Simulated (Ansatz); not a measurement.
Input

```
crystal:
  lattice:
    - [-1.9898692446, 1.9898692446, 4.0093556523]
    - [1.9898692446, -1.9898692446, 4.0093556523]
    - [1.9898692446, 1.9898692446, -4.0093556523]
  atoms:
    - { symbol: Ti, position: [0.0, 0.0, 0.0] }
    - { symbol: Al, position: [0.5, 0.5, 0.0] }
    - { symbol: Al, position: [0.75, 0.2347860607, 0.4847860607] }
    - { symbol: Al, position: [0.25, 0.7652139393, 0.5152139393] }
basis:
  ecutwfc: 520.0
kpoints:
  mp_grid: { grid: [14, 14, 14] }
hamiltonian:
  xc: pbe
  pseudopotentials: { kind: paw, azcp: { folder: soft_1 } }
scf:
  occupations: { method: gaussian, width: 0.15 }
output:
  forces: true
  stress: true
  eigenvalues: true
  write_density: true
  write_potential: true
  elf: true
  volumetric_format: npy
```

Launched as:

```sh
ansatz run input.yaml --threads 2 --pin off --max-ram 4096MiB --backend cpu --events-out ev --progress --plain --runs-dir out
```

Below, planes, directions and counts refer to the conventional cell (a = 8.95 Å, b = 3.98 Å, c = 3.98 Å, α = 90.00°, β = 116.40°, γ = 90.00°).

Space group C2/m; a point of a scan over the structure, not its minimum; a structure from a database of computed crystals, not necessarily the ambient phase; changed on purpose from its base cell (mode 9 frozen in at -0.059 Å, strain +e along z and -e/2 along x and y -0.0700); not relaxed (largest force 0.5 eV/Å); computed without spin polarisation; PAW files of the earlier set (soft_1).

The calculation used DFT PBE, scalar-relativistic, plane waves, PAW in Ansatz 0.2.0.

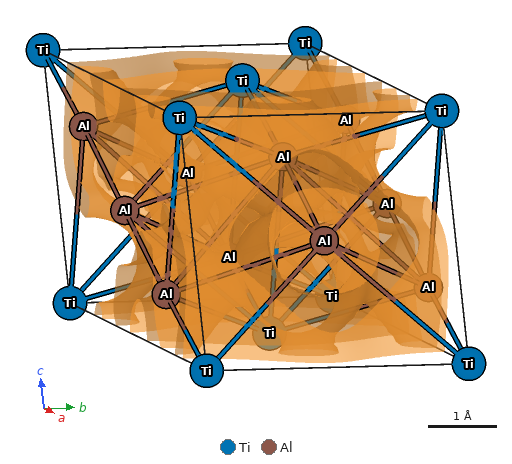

TiAl₃. Isosurface of the electron localisation function at 0.55 (orange), seen slightly off an axis. Core shells and regions of very low density are left out. Sticks mark near contacts.

In a PAW calculation such maps are meaningful between the atoms, not at the nuclei.

**Where are the electrons localised?**

At this value the surface marks out one network that runs through the whole crystal, counted in one cell of 8 atoms. Any copies at cell faces, edges or corners count once.

Values along the shortest contacts:
Al–Al (2.73 Å): the ELF peaks at about 0.70 between the atoms. Ti–Al (2.78 Å): the ELF is about 0.40 at the midpoint.

**Metal or insulator at this level of theory?**

It is metallic or semimetallic at this level of theory: no gap opens.
